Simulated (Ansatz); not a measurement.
```cif
data_structure
_symmetry_space_group_name_H-M 'P 1'
_symmetry_Int_Tables_number 1
_cell_length_a 3.1204
_cell_length_b 6.3471
_cell_length_c 28.0012
_cell_angle_alpha 90.000
_cell_angle_beta 90.000
_cell_angle_gamma 90.000
_cell_volume 554.58
loop_
_atom_site_label
_atom_site_type_symbol
_atom_site_fract_x
_atom_site_fract_y
_atom_site_fract_z
_atom_site_occupancy
S1 S 0.00000 0.67756 0.26785 1
S2 S 0.50000 0.20159 0.26946 1
Mo1 Mo 0.50000 0.87915 0.31492 1
S3 S 0.50000 0.55671 0.36038 1
S4 S 0.00000 0.08074 0.36200 1
Mo2 Mo 0.00000 0.75830 0.40746 1
S5 S 0.00000 0.43586 0.45292 1
S6 S 0.50000 0.95989 0.45454 1
Mo3 Mo 0.50000 0.63745 0.50000 1
S7 S 0.50000 0.31501 0.54546 1
S8 S 0.00000 0.83904 0.54708 1
Mo4 Mo 0.00000 0.51660 0.59254 1
S9 S 0.00000 0.19416 0.63800 1
S10 S 0.50000 0.71819 0.63962 1
Mo5 Mo 0.50000 0.39575 0.68508 1
S11 S 0.50000 0.07331 0.73054 1
S12 S 0.00000 0.59734 0.73215 1
```

Not relaxed (largest force 1.3 eV/Å); computed without spin polarisation.

Method: Ansatz, DFT PBEsol, scalar-relativistic, plane waves, PAW.

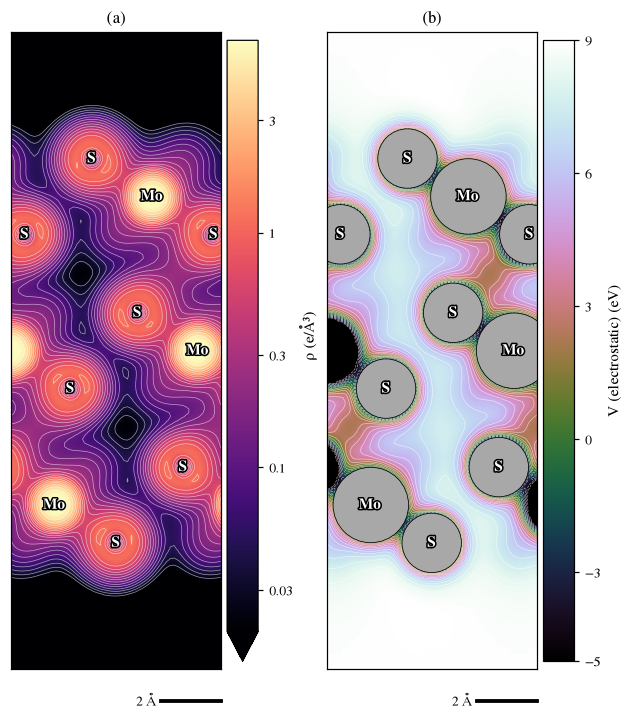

Mo5S12 (slab). (a) valence charge density (pseudo); (b) electrostatic potential (local pseudopotential plus Hartree) felt by an electron on the (100) plane of the calculation cell, a cut from vacuum to vacuum. Grey discs cover the atomic cores in the potential map.

In a PAW calculation such maps are meaningful between the atoms, not at the nuclei.

Q: Interpret the plot.

A: The plane passes through S and Mo nuclei. Mo–S (2.41 Å): the density is about 0.61 e/Å³ at the midpoint. The density dies away to nearly zero in the vacuum. Outside the cores the potential energy rises away from the atoms and is highest in the vacuum; its zero is arbitrary.

Q: Does the calculation make it a metal, or give it a gap?

A: It is metallic or semimetallic at this level of theory: no gap opens.
